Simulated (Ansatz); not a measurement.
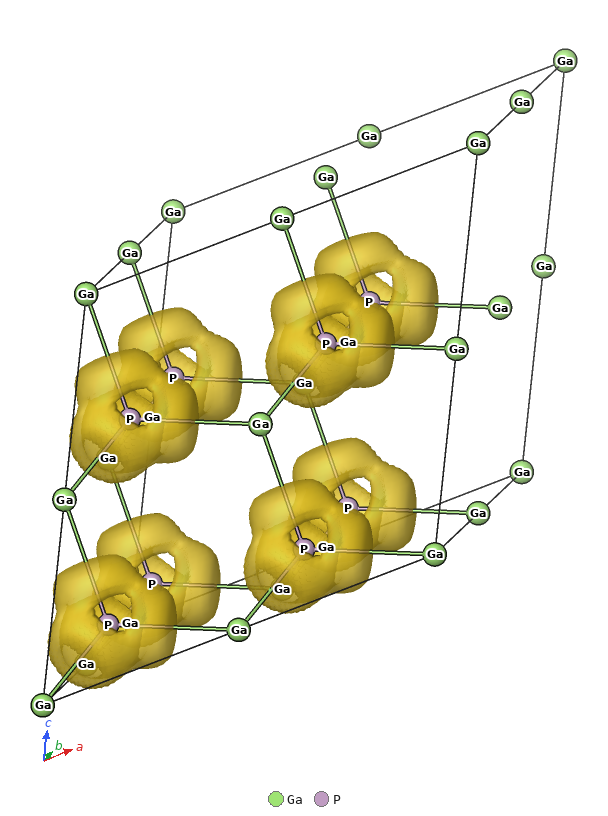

Figure 1: GaP. Isosurface of the ELF at 0.75 (yellow), seen slightly off an axis. Only the valence region is drawn (cores and ρ < 0.01 e/Å³ removed). Sticks mark near contacts.

Space group F-43m; a structure from a database of computed crystals, not necessarily the ambient phase.

The calculation used DFT PBE, scalar-relativistic, plane waves, PAW in Ansatz 0.2.0.

In a PAW calculation such maps are meaningful between the atoms, not at the nuclei.

The calculation's input:

```
crystal:
  lattice:
    - [0.0, 5.5051169668, -5.5051169668]
    - [5.5051169668, 5.5051169668, 0.0]
    - [5.5051169668, 0.0, -5.5051169668]
  atoms:
    - { symbol: Ga, position: [0.0, 0.0, 0.5] }
    - { symbol: Ga, position: [0.0, 0.5, 0.5] }
    - { symbol: Ga, position: [0.5, 0.0, 0.5] }
    - { symbol: Ga, position: [0.5, 0.5, 0.5] }
    - { symbol: Ga, position: [0.0, 0.0, 1.0] }
    - { symbol: Ga, position: [0.0, 0.5, 1.0] }
    - { symbol: Ga, position: [0.5, 0.0, 1.0] }
    - { symbol: Ga, position: [0.5, 0.5, 1.0] }
    - { symbol: P, position: [0.125, 0.125, 0.125] }
    - { symbol: P, position: [0.125, 0.625, 0.125] }
    - { symbol: P, position: [0.625, 0.125, 0.125] }
    - { symbol: P, position: [0.625, 0.625, 0.125] }
    - { symbol: P, position: [0.125, 0.125, 0.625] }
    - { symbol: P, position: [0.125, 0.625, 0.625] }
    - { symbol: P, position: [0.625, 0.125, 0.625] }
    - { symbol: P, position: [0.625, 0.625, 0.625] }
basis:
  ecutwfc: 420
  xc_grid: 2
kpoints:
  mp_grid: { grid: [2, 2, 2], shift: [0.0, 0.0, 0.0] }
hamiltonian:
  xc: pbe
scf:
  occupations: { method: gaussian, width: 0.01 }
output:
  forces: true
  stress: true
  eigenvalues: true
  write_density: true
  write_potential: true
  elf: true
  volumetric_format: npy
```

Launched as:

```sh
ansatz run input.yaml --threads 4 --pin off --max-ram 8192MiB --backend cpu --events-out ev --progress --plain --runs-dir out
```

Question: Identify the bonds, lone pairs and shells in this picture.

Answer: The surface consists of eight regions on P in which the atom's valence shell and bonds are merged, counted in one cell of 16 atoms. Any copies at cell faces, edges or corners count once. Profiles from the grid: Ga–P (2.38 Å): the ELF peaks at about 0.90 in the valence shell of P, 0.9 Å from its nucleus, and is about 0.80 at the midpoint.

Question: Does the calculation make it a metal, or give it a gap?

Answer: It is gapped, with a Kohn–Sham gap of 1.6 eV on the k-point mesh (the band edges may lie off the mesh, which would make the gap smaller).
